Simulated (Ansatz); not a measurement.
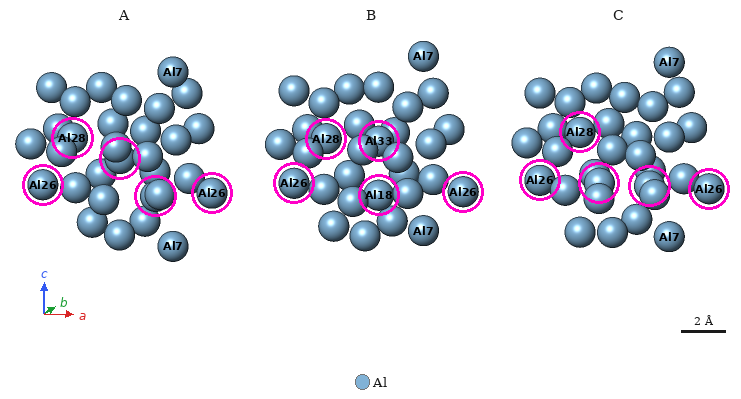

3 geometries from a converged minimum-energy path of Al with an interstitial Al (33 atoms in the cell), shuffled. The picture is a spheres-only view of the atoms within 5.0 Å of the middle of the path, seen slightly off an axis. The atoms that move most are ringed.

Method: DFT LDA, scalar-relativistic, plane waves, PAW in Ansatz 0.2.0. Set-up: plane-wave cutoff 420 eV; k-point mesh 2 × 2 × 2; Gaussian smearing 0.1 eV; 5 movable images; climbing image; force threshold 0.05 eV/Å; iteration limit 80; starting path by image-dependent pair potential.

Which of them lies highest in energy?

A. In order along the path, whose images run from 0 to 6: B (image 0, 0.00 eV), A (image 3, +0.58 eV), C (image 5, +0.16 eV). An Al atom travels furthest, 2.84 Å from end to end, along [−1 0 −1], on a path that bends up to 0.69 Å away from the straight line. At the highest image its nearest neighbour (Al) is 2.39 Å away, against 2.51 Å at the start, and the surrounding atoms stand up to 0.93 Å off the mean of their end positions.

Limits of the set-up: the k-point mesh is coarse for a cell with partly filled bands; the periodic images lie only 8.1 Å apart, so the values are limited by the cell's size.

The run took 13 min on 2 threads of Intel(R) Xeon(R) Platinum 8488C (Sapphire Rapids), on a shared host, peak memory 1.9 GiB.
